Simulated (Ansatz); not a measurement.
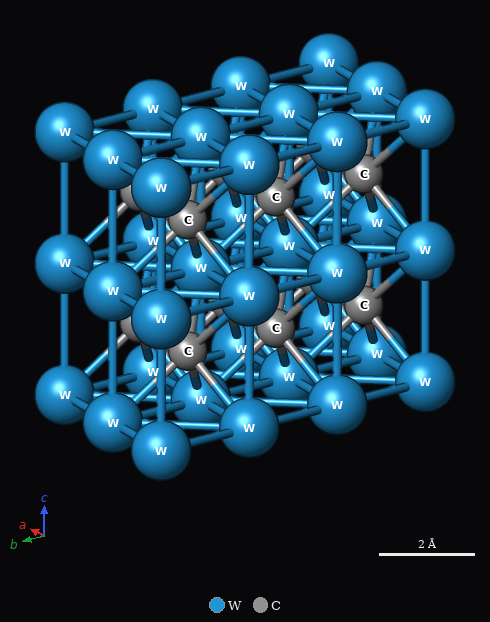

*The input geometry (ball-and-stick view of the cell of the calculation, repeated 2 × 3 × 2, seen at an oblique angle).*

Near neighbours in the crystal (not all of them lie inside the picture): W has 6 C at 2.20 Å and 8 W at 2.84 to 2.92 Å; C has 6 W at 2.20 Å.

# WC: geometry relaxation

- system: WC (2 atoms in the cell)
- method: DFT PBE, scalar-relativistic, plane waves, PAW, no spin polarisation (Ansatz 0.2.0)

The structure derives from a Materials Project entry.

**Output**
```
Engine: ansatz 0.2.0, x86_64-unknown-linux-gnu
Pseudopotentials: kind: paw
Pseudopotential: W, paw, valence charge 14, recommended cutoff 420 eV (normal), W.paw.azcp
Pseudopotential: C, paw, valence charge 4, recommended cutoff 420 eV (normal), C.paw.azcp
Functional definition: PBE
  parameter kappa = 0.804
  parameter beta = 0.06672455060314922
  exchange = pbe_x(kappa = kappa, mu = beta*pi^2/3)
  correlation = pbe_c(beta = beta)
Crystal: 2 atoms, lattice volume = 20.918 Å³
Basis set: ecut = 420 eV, 405 PW (Γ), exchange–correlation on 40×40×40 points (8 copies of the dense FFT grid, shifted against one another)
Bands: 13, of which v1, the nominal top of the filled ones, is band 9 counted from 1 (8 counted from 0)
Symmetry: 12 space group operations
Space group: P-6m2 (ITA 187), of the structure as read, at distance tolerance 2.8e-5 Å
k-points: 296 of 4536 (time reversal used)
Non-local potential: W, projectors of the file, l = 0: 3, l = 1: 2, l = 2: 2, l = 3: 1
Non-local potential: C, projectors of the file, l = 0: 2, l = 1: 2, l = 2: 1
PAW form: soft (Blöchl's): semilocal exchange-correlation on the pseudo side does not see the compensation charge
PAW one-centre angular grid: W, 590 points (default); XC on 64 Gauss nodes
PAW one-centre angular grid: C, 110 points (default); XC on 64 Gauss nodes
Initial density: superposition of atomic densities (neutral atoms: chi_scale 0, normalization atom), corrected by the library's trained network
Initial wavefunctions: pseudopotential atomic-orbital guess
Functional: x = pbe(κ = 0.804, μ = 0.2195149727645171), c = pbe(β = 0.06672455060314922)
SCF iter   1: F=—  HF=-10636.055540 eV  |F-HF|=—  |Δ(HF+E_count)|=         —  Δρ=7.14e-3  dr2=2.52e-3  ethr=1.77e-3  ⟨swp⟩=5.2  Hψ=18749  notcnv=0
preconditioner: auto → none  [metal: Δε(μ)=0.049 eV  Ē_g=10.022 eV  σ=0.100 eV  W_gap=0.26  n_scr=8 (ndim 8)  ℏωp=25.7 eV  f_vac=0.000  D(μ)=0.27/eV (n_scr^D=0)  sad-step TF]
SCF iter   2: F=—  HF=-10636.058032 eV  |F-HF|=—  |Δ(HF+E_count)|=   2.49e-3  Δρ=4.14e-3  dr2=8.89e-4  ethr=1.40e-5  ⟨swp⟩=2.0  Hψ=7407  notcnv=0
SCF iter   3: F=—  HF=-10636.059061 eV  |F-HF|=—  |Δ(HF+E_count)|=   1.03e-3  Δρ=3.77e-4  dr2=2.78e-5  ethr=4.94e-6  ⟨swp⟩=2.2  Hψ=5660  notcnv=0
SCF iter   4: F=—  HF=-10636.059048 eV  |F-HF|=—  |Δ(HF+E_count)|=   1.28e-5  Δρ=1.24e-4  dr2=2.18e-6  ethr=1.54e-7  ⟨swp⟩=2.6  Hψ=6459  notcnv=0
iter 5 did not close the SCF: its close was put off for the readings that it lacked (scf_convergence_deferred on its scf_iter line)
SCF iter   5: F=-10636.059048 eV  HF=-10636.059048 eV  |F-HF|=4.29e-8  |Δ(HF+E_count)|=   2.59e-7  Δρ=2.09e-5  dr2=6.77e-8  ethr=1.21e-8  ⟨swp⟩=2.0  Hψ=6147  notcnv=0
SCF iter   6: F=-10636.059048 eV  HF=-10636.059048 eV  |F-HF|=1.60e-9  |Δ(HF+E_count)|=   2.32e-8  Δρ=4.13e-6  dr2=2.80e-9  ethr=3.76e-10  ⟨swp⟩=5.9  Hψ=22152  notcnv=0
SCF 1 converged in 6 iterations: F = -10636.059048 eV  dr2 = 2.80e-9
  greatest PAW one-centre occupation: 1.000 electrons in one spin orbital (limit 2), on the W atom at site 0 (counted from 0), in its partial waves of l = 0
relax step   1: F+E_penalty+E_count = -10636.05904845 eV  Δ(F+E_penalty+E_count) = +0.000e0 eV  max|allowed force component| = 3.701e-17 eV/Å  Δτ_max = 0.0000 Å  P = +2.476 GPa  Ω = 20.918 Å³  (6 SCF iters, dr2 threshold 1.00e-7 eV, accepted)
Crystal: 2 atoms, lattice volume = 21.113 Å³
Initial density: handed on by an earlier stage of this run
Initial wavefunctions: those handed on with the density
iter 1 solved again at ethr=6.28e-6 eV; its pass at ethr=3.10e-3 eV (dr2=1.13e-3 eV) is discarded
SCF iter   1: F=—  HF=-10636.059741 eV  |F-HF|=—  |Δ(HF+E_count)|=         —  Δρ=2.08e-3  dr2=1.11e-3  ethr=6.28e-6  ⟨swp⟩=3.0  Hψ=23470  notcnv=0
preconditioner: auto → none  [metal: Δε(μ)=0.018 eV  Ē_g=9.929 eV  σ=0.100 eV  W_gap=0.10  n_scr=8 (ndim 8)  ℏωp=25.6 eV  f_vac=0.000  D(μ)=0.28/eV (n_scr^D=0)]
SCF iter   2: F=—  HF=-10636.059506 eV  |F-HF|=—  |Δ(HF+E_count)|=   2.36e-4  Δρ=8.01e-4  dr2=1.75e-4  ethr=6.19e-6  ⟨swp⟩=1.9  Hψ=4865  notcnv=0
SCF iter   3: F=—  HF=-10636.059462 eV  |F-HF|=—  |Δ(HF+E_count)|=   4.33e-5  Δρ=9.62e-5  dr2=1.40e-6  ethr=9.73e-7  ⟨swp⟩=2.0  Hψ=4780  notcnv=0
iter 4 did not close the SCF: its close was put off for the readings that it lacked (scf_convergence_deferred on its scf_iter line)
SCF iter   4: F=-10636.059462 eV  HF=-10636.059462 eV  |F-HF|=2.60e-9  |Δ(HF+E_count)|=   1.08e-7  Δρ=1.95e-5  dr2=3.83e-8  ethr=7.77e-9  ⟨swp⟩=2.3  Hψ=5240  notcnv=0
iter 5 did not close the SCF: its close was put off for the readings that it lacked (scf_convergence_deferred on its scf_iter line)
SCF iter   5: F=-10636.059462 eV  HF=-10636.059462 eV  |F-HF|=4.18e-11  |Δ(HF+E_count)|=   1.40e-8  Δρ=1.99e-6  dr2=3.39e-10  ethr=2.13e-10  ⟨swp⟩=2.5  Hψ=5958  notcnv=0
SCF iter   6: F=-10636.059462 eV  HF=-10636.059462 eV  |F-HF|=3.64e-12  |Δ(HF+E_count)|=  2.18e-10  Δρ=2.98e-7  dr2=5.43e-12  ethr=1.88e-12  ⟨swp⟩=4.9  Hψ=19011  notcnv=0
SCF 2 converged in 6 iterations: F = -10636.059462 eV  dr2 = 5.43e-12
relax step   2: F+E_penalty+E_count = -10636.05946238 eV  Δ(F+E_penalty+E_count) = -4.139e-4 eV  max|allowed force component| = 8.327e-17 eV/Å  Δτ_max = 0.0000 Å  P = -1.207 GPa  Ω = 21.113 Å³  energy of the carried Pulay correction = -3.726e-4 eV  (6 SCF iters, dr2 threshold 2.00e-7 eV, accepted)
Crystal: 2 atoms, lattice volume = 21.048 Å³
iter 1 solved again at ethr=6.70e-7 eV; its pass at ethr=3.10e-3 eV (dr2=1.21e-4 eV) is discarded
SCF iter   1: F=—  HF=-10636.059873 eV  |F-HF|=—  |Δ(HF+E_count)|=         —  Δρ=6.79e-4  dr2=1.18e-4  ethr=6.70e-7  ⟨swp⟩=2.9  Hψ=22632  notcnv=0
preconditioner: auto → none  [metal: Δε(μ)=0.018 eV  Ē_g=9.965 eV  σ=0.100 eV  W_gap=0.10  n_scr=8 (ndim 8)  ℏωp=25.6 eV  f_vac=0.000  D(μ)=0.28/eV (n_scr^D=0)]
SCF iter   2: F=—  HF=-10636.059845 eV  |F-HF|=—  |Δ(HF+E_count)|=   2.80e-5  Δρ=2.61e-4  dr2=1.85e-5  ethr=6.54e-7  ⟨swp⟩=1.9  Hψ=4844  notcnv=0
iter 3 did not close the SCF: its close was put off for the readings that it lacked (scf_convergence_deferred on its scf_iter line)
SCF iter   3: F=-10636.059840 eV  HF=-10636.059840 eV  |F-HF|=5.78e-8  |Δ(HF+E_count)|=   4.18e-6  Δρ=3.15e-5  dr2=1.51e-7  ethr=1.03e-7  ⟨swp⟩=2.0  Hψ=4775  notcnv=0
iter 4 did not close the SCF: its close was put off for the readings that it lacked (scf_convergence_deferred on its scf_iter line)
SCF iter   4: F=-10636.059840 eV  HF=-10636.059840 eV  |F-HF|=4.38e-10  |Δ(HF+E_count)|=   1.13e-8  Δρ=6.28e-6  dr2=3.82e-9  ethr=8.40e-10  ⟨swp⟩=2.3  Hψ=5227  notcnv=0
iter 5 did not close the SCF: its close was put off for the readings that it lacked (scf_convergence_deferred on its scf_iter line)
SCF iter   5: F=-10636.059840 eV  HF=-10636.059840 eV  |F-HF|=5.46e-12  |Δ(HF+E_count)|=   1.38e-9  Δρ=6.39e-7  dr2=3.45e-11  ethr=2.12e-11  ⟨swp⟩=2.5  Hψ=5947  notcnv=0
SCF iter   6: F=-10636.059840 eV  HF=-10636.059840 eV  |F-HF|=3.64e-12  |Δ(HF+E_count)|=  2.55e-11  Δρ=9.61e-8  dr2=5.80e-13  ethr=1.00e-12  ⟨swp⟩=4.9  Hψ=17349  notcnv=0
SCF 3 converged in 6 iterations: F = -10636.059840 eV  dr2 = 5.80e-13
relax step   3: F+E_penalty+E_count = -10636.05984049 eV  Δ(F+E_penalty+E_count) = -3.781e-4 eV  max|allowed force component| = 6.476e-17 eV/Å  Δτ_max = 0.0000 Å  P = -0.011 GPa  Ω = 21.048 Å³  energy of the carried Pulay correction = -2.499e-4 eV  (6 SCF iters, dr2 threshold 2.00e-7 eV, accepted)
Initial wavefunctions: pseudopotential atomic-orbital guess (no wavefunctions were taken with the density)
iter 1 solved again at ethr=6.80e-8 eV; its pass at ethr=3.10e-3 eV (dr2=1.22e-5 eV) is discarded
SCF iter   1: F=—  HF=-10636.060096 eV  |F-HF|=—  |Δ(HF+E_count)|=         —  Δρ=7.59e-5  dr2=5.42e-8  ethr=6.80e-8  ⟨swp⟩=3.1  Hψ=29896  notcnv=0
preconditioner: auto → none  [metal: Δε(μ)=0.018 eV  Ē_g=9.964 eV  σ=0.100 eV  W_gap=0.10  n_scr=8 (ndim 8)  ℏωp=25.6 eV  f_vac=0.000  D(μ)=0.28/eV (n_scr^D=0)]
SCF iter   2: F=—  HF=-10636.060097 eV  |F-HF|=—  |Δ(HF+E_count)|=   3.91e-7  Δρ=3.78e-5  dr2=1.20e-8  ethr=3.01e-10  ⟨swp⟩=2.4  Hψ=6240  notcnv=0
SCF iter   3: F=—  HF=-10636.060097 eV  |F-HF|=—  |Δ(HF+E_count)|=   6.11e-7  Δρ=1.63e-6  dr2=8.19e-11  ethr=6.67e-11  ⟨swp⟩=2.3  Hψ=5301  notcnv=0
iter 4 did not close the SCF: its close was put off for the readings that it lacked (scf_convergence_deferred on its scf_iter line)
SCF iter   4: F=-10636.060097 eV  HF=-10636.060097 eV  |F-HF|=9.09e-12  |Δ(HF+E_count)|=  8.37e-10  Δρ=1.56e-7  dr2=5.93e-12  ethr=1.00e-12  ⟨swp⟩=2.4  Hψ=5417  notcnv=0
iter 5 did not close the SCF: its close was put off for the readings that it lacked (scf_convergence_deferred on its scf_iter line)
SCF iter   5: F=-10636.060097 eV  HF=-10636.060097 eV  |F-HF|=5.46e-12  |Δ(HF+E_count)|=  5.46e-12  Δρ=2.96e-8  dr2=1.55e-13  ethr=1.00e-12  ⟨swp⟩=1.0  Hψ=3848  notcnv=0
iter 6 did not close the SCF: its close was put off for the readings that it lacked (scf_convergence_deferred on its scf_iter line)
SCF iter   6: F=-10636.060097 eV  HF=-10636.060097 eV  |F-HF|=1.82e-12  |Δ(HF+E_count)|=  1.82e-12  Δρ=6.20e-9  dr2=3.20e-15  ethr=1.00e-12  ⟨swp⟩=1.0  Hψ=3848  notcnv=0
iter 7 did not close the SCF: its close was put off for the readings that it lacked (scf_convergence_deferred on its scf_iter line)
SCF iter   7: F=-10636.060097 eV  HF=-10636.060097 eV  |F-HF|=3.64e-12  |Δ(HF+E_count)|=    0.00e0  Δρ=1.40e-9  dr2=4.08e-16  ethr=1.00e-12  ⟨swp⟩=1.0  Hψ=3848  notcnv=0
SCF iter   8: F=-10636.060097 eV  HF=-10636.060097 eV  |F-HF|=3.64e-12  |Δ(HF+E_count)|=  3.64e-12  Δρ=2.63e-10  dr2=9.60e-18  ethr=1.00e-12  ⟨swp⟩=2.7  Hψ=10697  notcnv=0
SCF 4 converged in 8 iterations: F = -10636.060097 eV  dr2 = 9.60e-18
relax step   4: F+E_penalty+E_count = -10636.06009735 eV  Δ(F+E_penalty+E_count) = -2.569e-4 eV  max|allowed force component| = 7.864e-17 eV/Å  Δτ_max = 0.0000 Å  P = +0.000 GPa  Ω = 21.048 Å³  stress off target by 1.21e-2 GPa  SCF on the basis re-selected at this cell (its energy is not comparable with the rows above)  (8 SCF iters)
```

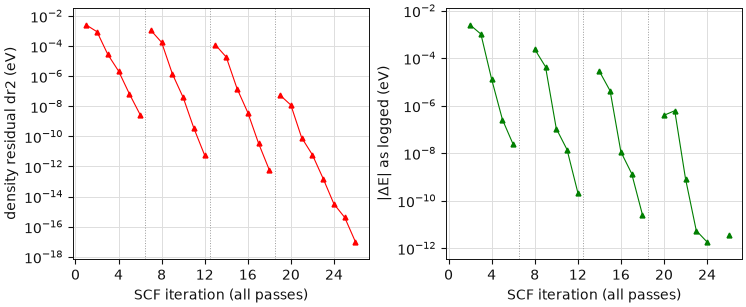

*Convergence of the self-consistent field: density residual dr2 and size of the energy change against the SCF iteration. The dotted lines part the SCF passes of the relaxation: geometry steps, rejected trials and re-solves on a re-selected basis.*

The passes take 6, 6, 6 and 8 iterations.

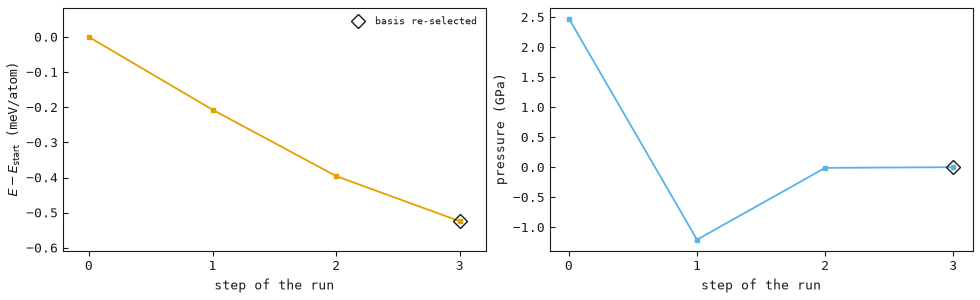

*Progress of the relaxation, step by step (the first geometry is step 0 here and step 1 in the log).*

Over 2 geometry steps the energy falls by 0.4 meV per atom. All forces vanish by symmetry, so only the cell relaxes. The pressure goes from 2.48 to 0.00 GPa. The atoms keep their places relative to the cell (all moves are under 0.005 Å). The volume changes by +0.6 %, with a = b 2.917 → 2.922 Å (+0.2 %), c 2.839 → 2.847 Å (+0.3 %). Distances before and after: W1–W1 2.839 → 2.847 Å, W1–C2 2.203 → 2.207 Å. The space group stays P-6m2 (No. 187). A last SCF at the same geometry on a re-selected plane-wave basis shifts the energy by −0.1 meV per atom. (Atoms are counted from 1 in the order of the input.)

```
basis re-selected at this cell: Δ(F+E_penalty+E_count) = -2.569e-4 eV, ΔP = +0.012 GPa vs the last step (what re-selecting the basis moved, of the pressure what is left beyond the Pulay correction that the steps carried, after the strain that the cell walked since its last selection, with what the two solves' SCF thresholds leave and, on support functions, any second-order correction that the steps lacked; it is no measure of the basis error at this ecutwfc). This SCF's stress stands 1.21e-2 GPa from its target on what of the cell is left free (relax.cell.stress_tol is 5.00e-2 GPa) and its largest allowed force component is 7.86e-17 eV/Å (relax.f_tol is 5.00e-3 eV/Å): within both
SCF converged after 8 iterations
Free energy (F): -10636.060097 eV
Harris-Foulkes:  -10636.060097 eV  (|F-HF|=3.64e-12)
Internal energy: -10636.058718 eV  (E = F + TS)
E sigma→0 (E₀):  -10636.059408 eV
Entropy (-TS):   -0.001379 eV (-0.689 meV/atom)
Fermi energy:    20.242697 eV
--- Per-component energies (eV) ---
  E_band       = -64.102241
  E_kinetic    = 540.756815
  E_local      = -675.035674  (includes V_loc(G=0)·N_el)
  E_nonlocal   = 25.359794
  E_hartree    = 237.856461
  E_xc         = -316.189637
  E_vxc        = -299.964338  (∫ρ·V_xc dr)
  E_paw        = -8661.049715  (= ΣΔE_a)
  E_vpaw       = -130.931705  (= ΣTr[D̂ρ^β])
  E_aug_tail   = -0.000056  (compensation charges beyond the density's cutoff)
  E_ewald      = -1787.756706
  E_smearing   = -0.001379  (= −TS)
  E_closure    = -0.000000  (closes the sum)
  Σ components = -10636.060097   (vs F -10636.060097, Δ=0.00e0)
--- Forces (eV/Å), atoms counted from 1 ---
  atom   1  W      0.00000000     0.00000000     0.00000000
  atom   2  C     -0.00000000     0.00000000     0.00000000
  max |Σ_I F_I| component: 1.39e-16 eV/Å
--- Stress (GPa, compression-positive) ---
        0.006782      -0.000000       0.000000
       -0.000000       0.006782       0.000000
        0.000000       0.000000      -0.012089
  P = ⅓ Tr σ = 0.0005 GPa (0.005 kbar)
--- Band table (eV; the first three rows and the last of 296) ---
  k-point 0: bands = ["-53.7098", "-17.7235", "-17.6306", "-17.6306", "5.9159", "16.0212", "16.9611", "16.9611", "20.3496", "23.4226", "23.4226", "25.7930", "25.7930"]
  k-point 1: bands = ["-53.7079", "-17.7607", "-17.6274", "-17.6274", "6.0387", "15.9581", "17.0172", "17.0172", "20.3277", "22.9910", "22.9910", "26.0531", "26.0531"]
  k-point 2: bands = ["-53.7025", "-17.8637", "-17.6185", "-17.6185", "6.3961", "15.6899", "17.1798", "17.1798", "20.4086", "22.1353", "22.1353", "26.3578", "26.3578"]
  k-point 295: bands = ["-53.6108", "-18.2547", "-18.0995", "-18.0516", "9.3806", "13.1563", "14.9065", "18.6403", "19.6123", "24.5699", "26.4765", "27.6999", "29.2509"]
--- Relaxed structure (3 steps of the walk, 3 accepted, 1 SCFs on fresh bases) ---
  F+E_penalty+E_count = -10636.06009735 eV   max|allowed force component| = 7.864e-17 eV/Å   (the final SCF, on the basis selected at the relaxed cell)
  cell:  # Å, volume = 21.0484 Å³
    - [2.9217349798228067, 2.891839122703e-9, 0.0]
    - [-1.4608674924158096, 2.530296714206245, 0.0]
    - [0.0, 0.0, 2.847125047245462]
  atoms:
    - { symbol: W, position: [1.850371700815423e-17, -1.8503717008154225e-17, 0.0] }
    - { symbol: C, position: [0.6666666666666667, 0.3333333333333333, 0.5] }
```

**Trajectory as extended XYZ (Å, eV, eV/Å), 4 frames, from step=1 to step=4**
```
2
Lattice="2.9166 0.0000 0.0000 -1.4583 2.5258 0.0000 0.0000 0.0000 2.8394" Properties=species:S:1:pos:R:3:forces:R:3 step=1 energy=-10636.05905 pressure_GPa=2.48
W     0.0000    0.0000    0.0000    0.0000   0.0000   0.0000
C     1.4583    0.8419    1.4197    0.0000   0.0000   0.0000
2
Lattice="2.9243 0.0000 0.0000 -1.4622 2.5325 0.0000 0.0000 0.0000 2.8508" Properties=species:S:1:pos:R:3:forces:R:3 step=2 energy=-10636.05946 pressure_GPa=-1.21
W     0.0000    0.0000    0.0000    0.0000   0.0000   0.0000
C     1.4622    0.8442    1.4254    0.0000   0.0000   0.0000
2
Lattice="2.9217 0.0000 0.0000 -1.4609 2.5303 0.0000 0.0000 0.0000 2.8471" Properties=species:S:1:pos:R:3:forces:R:3 step=3 energy=-10636.05984 pressure_GPa=-0.01
W     0.0000    0.0000    0.0000    0.0000   0.0000   0.0000
C     1.4609    0.8434    1.4236    0.0000   0.0000   0.0000
2
Lattice="2.9217 0.0000 0.0000 -1.4609 2.5303 0.0000 0.0000 0.0000 2.8471" Properties=species:S:1:pos:R:3:forces:R:3 step=4 energy=-10636.06010 pressure_GPa=0.00
W     0.0000    0.0000    0.0000    0.0000   0.0000   0.0000
C     1.4609    0.8434    1.4236    0.0000   0.0000   0.0000
```

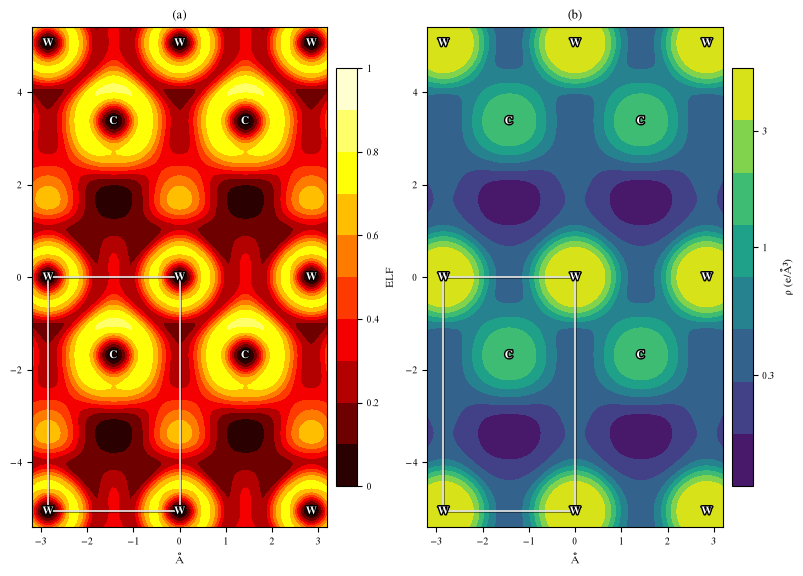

*(a) electron localisation function; (b) valence electron density on the (110) plane of the conventional cell.*

The section cuts through W and C sites. W–C (2.21 Å): the density is about 0.65 e/Å³ at the midpoint; the ELF is about 0.30 at the midpoint. W–W (2.85 Å): ρ is about 0.36 e/Å³ halfway; the ELF is about 0.30 at the midpoint (no shared electron pair). Away from the nuclei the density in this plane falls to 0.11 e/Å³ at its lowest. The strong features right at W lie inside the PAW spheres (semicore, d or f shells) and say nothing about bonding. The fields are those of the smooth PAW valence density.

The run was set up as follows.

**Input**
```yaml
crystal:
  lattice:
    - [2.91659443, 0.0, 0.0]
    - [-1.45829722, 2.52584487, 0.0]
    - [0.0, 0.0, 2.83943579]
  atoms:
    - { symbol: W, position: [0.0, 0.0, 0.0] }
    - { symbol: C, position: [0.66666667, 0.33333333, 0.5] }
basis:
  ecutwfc: 420
kpoints:
  mp_grid: { grid: [18, 18, 14] }
hamiltonian:
  xc: pbe
scf:
  occupations: { method: gaussian, width: 0.1 }
output:
  forces: true
  stress: true
  eigenvalues: true
  write_density: true
  write_potential: true
  elf: true
  volumetric_format: npy
relax:
  adjacent_minimum: "off"
  f_tol: 0.005
  max_steps: 80
  cell: { stress_tol: 0.05 }
```

Command:
```bash
ansatz run input.yaml --threads 8 --pin off --max-ram 20480MiB --backend cpu --events-out ev --progress --plain --runs-dir out
```

**Results in brief**

```csv
quantity,value
outcome,converged
space group (tolerance 0.01 Å),P-6m2 (187)
electrons treated,18
free energy,−10636.0601 eV
Fermi energy,20.243 eV
gap on the k-point mesh,none (metallic)
pressure,0.00 GPa
final volume,21.05 Å³
largest force (length of the vector) at the end,under 0.001 eV/Å
final cell,"a = 2.922 Å, b = 2.922 Å, c = 2.847 Å, α = 90.00°, β = 90.00°, γ = 120.00°"
hardware,"8 threads of AMD EPYC (Zen 5), 64 GiB of memory available, shared host"
wall time,2.1 s (CPU time 14 s)
peak memory,0.54 GiB
```

Spin–orbit coupling is left out, which matters for W.
